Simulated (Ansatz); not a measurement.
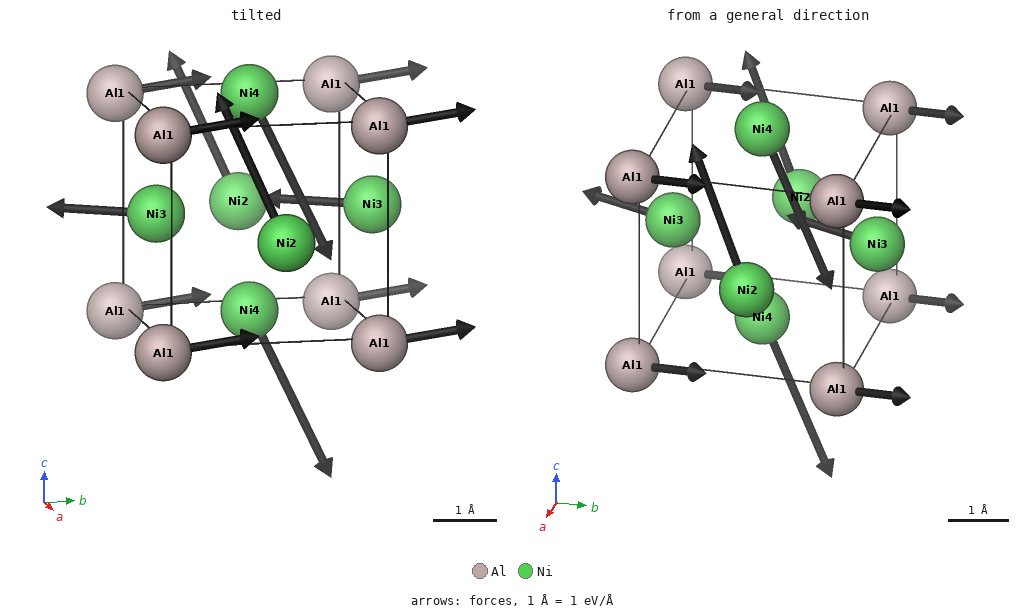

The crystal in a spheres-only representation, seen slightly off an axis and from a general direction. The wireframe shows the simulation cell. The arrows are the computed forces on the atoms.

System: AlNi₃. Run with DFT PBEsol, scalar-relativistic, plane waves, PAW in Ansatz 0.2.0 and these settings: wavefunction cutoff 420 eV, 14×14×14 k-mesh, Gaussian smearing of 0.15 eV, collinear spins.

> Do the forces show a relaxed structure?

No. The atoms still feel forces of up to about 2.6 eV/Å, far above a usual threshold of 0.01 to 0.03 eV/Å.

> Mean force by element?

Mean magnitudes: about Al 1.2 eV/Å, Ni 2 eV/Å.

It goes back to a structure listed in the Materials Project. The cell was then strained or its atoms displaced on purpose. It was run through Ansatz as a DFT input.
